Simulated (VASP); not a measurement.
```
Se
1.0
     2.78854    0.00000    0.00000
     0.00000    8.07801    0.00000
     0.00000    0.00000    4.61343
Se
4
Cartesian
  0.0000 7.5583 3.4601
  1.3943 3.5193 3.4601
  0.0000 0.5197 1.1534
  1.3943 4.5587 1.1534
```

Space group Cmcm; a structure from a database of computed crystals, not necessarily the ambient phase.

These are results of Kohn-Sham DFT of a periodic cell, PBE, VASP PAW PBE potentials, gw, light (VASP), not measurements.

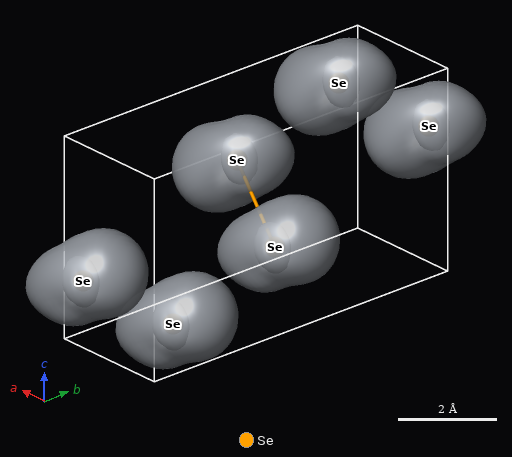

Se. Isosurface of the ELF at 0.75 (grey), seen at an oblique angle. Core shells and regions of very low density are left out. Sticks mark near contacts.

**Identify the bonds, lone pairs and shells in this picture.**

The surface consists of four regions wrapped around Se (the valence shell of each), counted in one cell of 4 atoms. Any copies at cell faces, edges or corners count once. Profiles from the grid: Se–Se (2.53 Å): the ELF peaks at about 0.80 between the atoms (a shared electron pair).
